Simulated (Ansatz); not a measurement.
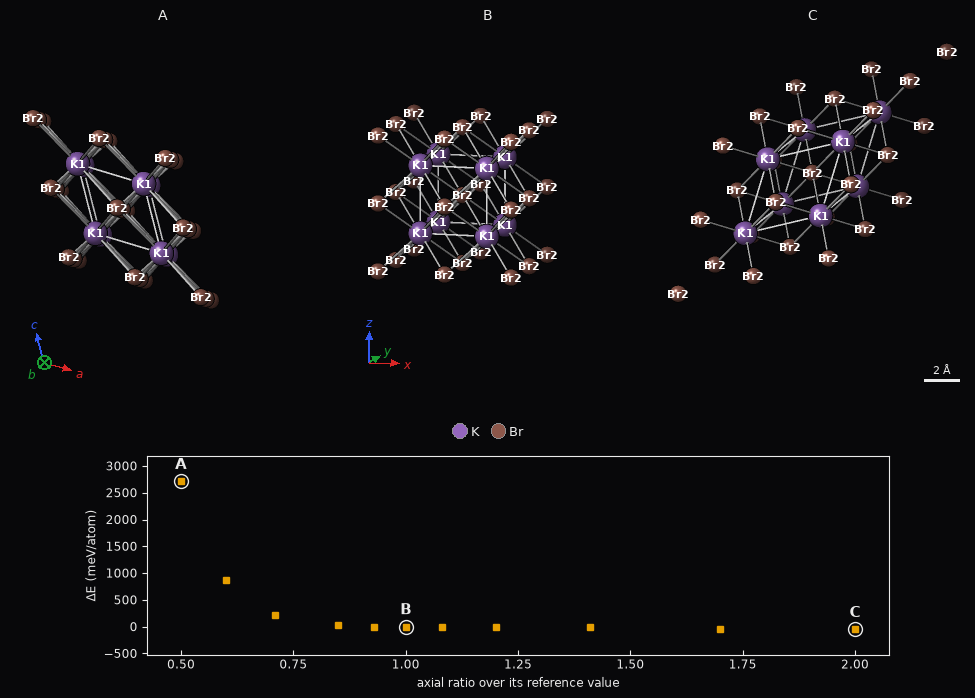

Energy scan for a crystal of KBr (Pm-3m), in which the ratio of the cell's length along [111] to its lengths across, counted as 1 for the reference, is changed at fixed volume (a trigonal path), with the atoms kept at their fractional coordinates. x, y and z are the Cartesian axes of the input. The lettered frames are marked on the plot. The picture is a ball-and-stick view of the cell of the calculation, seen slightly off an axis.

The calculation used Ansatz, DFT PBEsol, scalar-relativistic, plane waves, PAW. Set-up: plane-wave cutoff 420 eV; k-point mesh 6 × 6 × 6; occupations gaussian; smearing width 0.05 eV; no spin polarisation. Energies (free energies at the smearing named) are counted from the cell as listed in its source, which wasn't relaxed.

**What does the scan show?**

Of the computed points the lowest is at the relative ratio 2.00, −53 meV/atom. The energy is still falling at the end of the range, so the minimum along this coordinate lies there or beyond. At the ends of the scan the energy is 2711 meV/atom (0.50) and −53 meV/atom (2.00). The unrelaxed reference is under a pressure of −1.2 GPa. The distortion takes the space group from Pm-3m to R-3m, except for Fm-3m at 2.00. At the relative ratio 2.00 the cell of the drawing goes a 4.043 → 4.539 Å, b 4.043 → 4.539 Å, c 4.043 → 4.539 Å, α 90.0° → 60.0°, β 90.0° → 60.0°, γ 90.0° → 60.0°. The band gap on the mesh, 3.71 eV in the reference, closes at 0.50.
